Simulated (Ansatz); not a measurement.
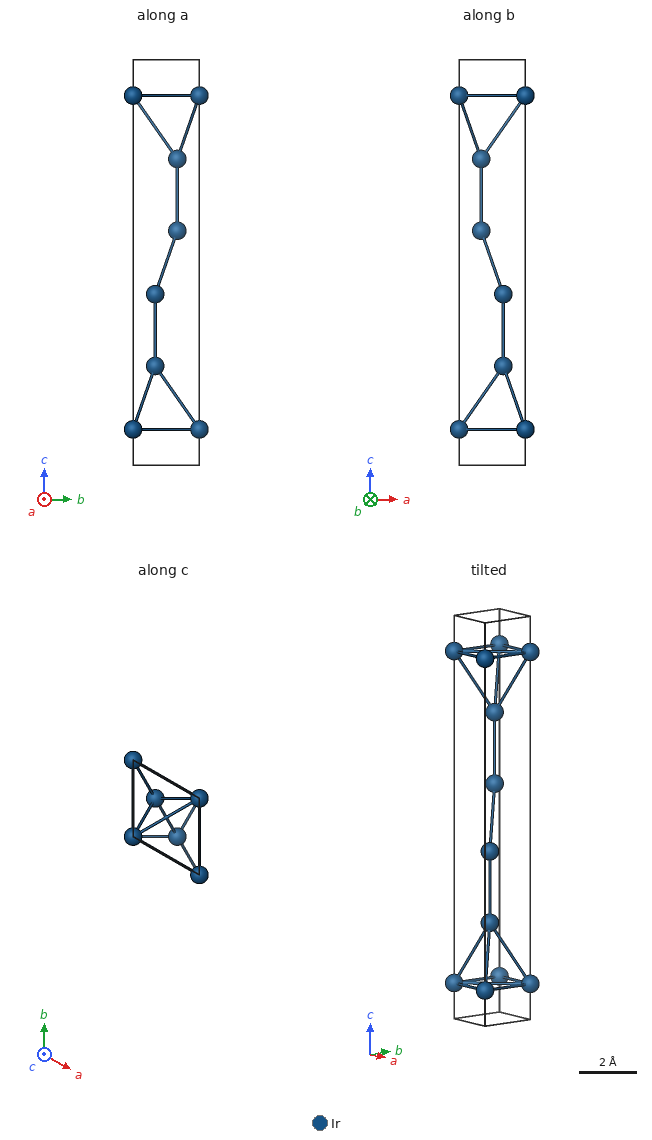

Crystal structure, ball-and-stick style, seen along the a axis, along the b axis, along the c axis and slightly off an axis. Atoms at the boundary of the conventional unit cell (the box) are drawn once for each face, edge or corner they touch.

Lattice parameters: a = 2.7044 Å, b = 2.7044 Å, c = 14.3237 Å, α = 90.000°, β = 90.000°, γ = 120.000°.

Q: Reconstruct the structure as a CIF with its space group and independent sites, with free fractional coordinates to two decimals.

A:
```cif
data_structure
_symmetry_space_group_name_H-M 'R -3 m :H'
_symmetry_Int_Tables_number 166
_cell_length_a 2.7044
_cell_length_b 2.7044
_cell_length_c 14.3237
_cell_angle_alpha 90.000
_cell_angle_beta 90.000
_cell_angle_gamma 120.000
_cell_volume 90.72
loop_
_atom_site_label
_atom_site_type_symbol
_atom_site_symmetry_multiplicity
_atom_site_Wyckoff_symbol
_atom_site_fract_x
_atom_site_fract_y
_atom_site_fract_z
_atom_site_occupancy
Ir1 Ir 6 c 0.00 0.00 0.09 1
```

Its origin is a structure type filled with this element by a generator (whether the element takes this form wasn't checked). The geometry was optimised with DFT PBE, scalar-relativistic, plane waves, PAW in Ansatz.
